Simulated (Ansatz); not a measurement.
Consider Ti.

```xyz
12
Lattice="0.0000 -7.9312 -5.6635 4.5791 0.0000 0.0000 0.0000 0.0000 5.6635" Properties=species:S:1:pos:R:3 pbc="T T T"
Ti    2.2895   -3.9656    1.4159
Ti    0.0000    0.0000    4.2476
Ti    2.2895   -3.9656   -1.4159
Ti    0.0000    0.0000    1.4159
Ti    4.4939   -5.2875   -0.0472
Ti    2.2043   -1.3219    2.7845
Ti    2.3748   -1.3219   -0.0472
Ti    0.0852   -5.2875   -2.8790
Ti    4.4939   -2.6437    2.8790
Ti    2.2043   -6.6093    0.0472
Ti    2.3748   -6.6093   -2.7845
Ti    0.0852   -2.6437    0.0472
```

Space group C2/c; a point of a scan over the structure, not its minimum; a structure from a database of computed crystals, not necessarily the ambient phase; computed without spin polarisation; PAW files of the earlier set (soft_1).

These are results of DFT PBE, scalar-relativistic, plane waves, PAW (Ansatz), not measurements.

Predict the valence pseudo-density and electron localisation function between the atoms.

Ti–Ti (2.65 Å): ρ at the midpoint is about 0.21 e/Å³; the ELF is about 0.10 at the midpoint (no shared electron pair shows on this line).
Ti–Ti (2.83 Å): ρ at the midpoint is about 0.19 e/Å³; the ELF is about 0.15 at the midpoint; no shared electron pair shows on this line.
Ti–Ti (2.98 Å): ρ is about 0.19 e/Å³ halfway; the ELF is about 0.30 at the midpoint; no shared electron pair shows on this line.
Ti–Ti (3.02 Å): ρ at the midpoint is about 0.19 e/Å³; the ELF is about 0.30 at the midpoint.
The ELF has a maximum of about 0.75 in the space between the atoms, 1.9 Å from four Ti atoms, on no atom or two-centre bond.

Does the calculation make it a metal, or give it a gap?

It is metallic or semimetallic at this level of theory: no gap opens.

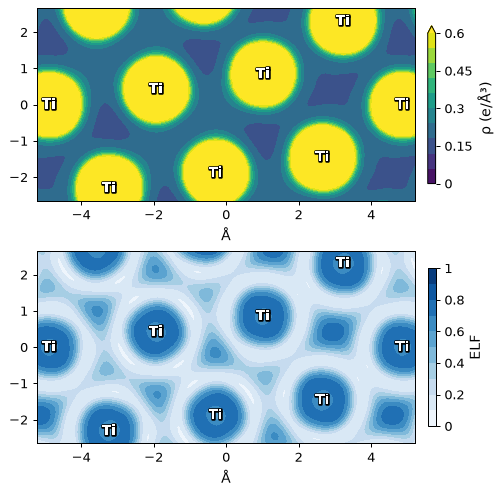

Computed valence pseudo-density and electron localisation function on the (010) plane of the conventional cell, in this order. 
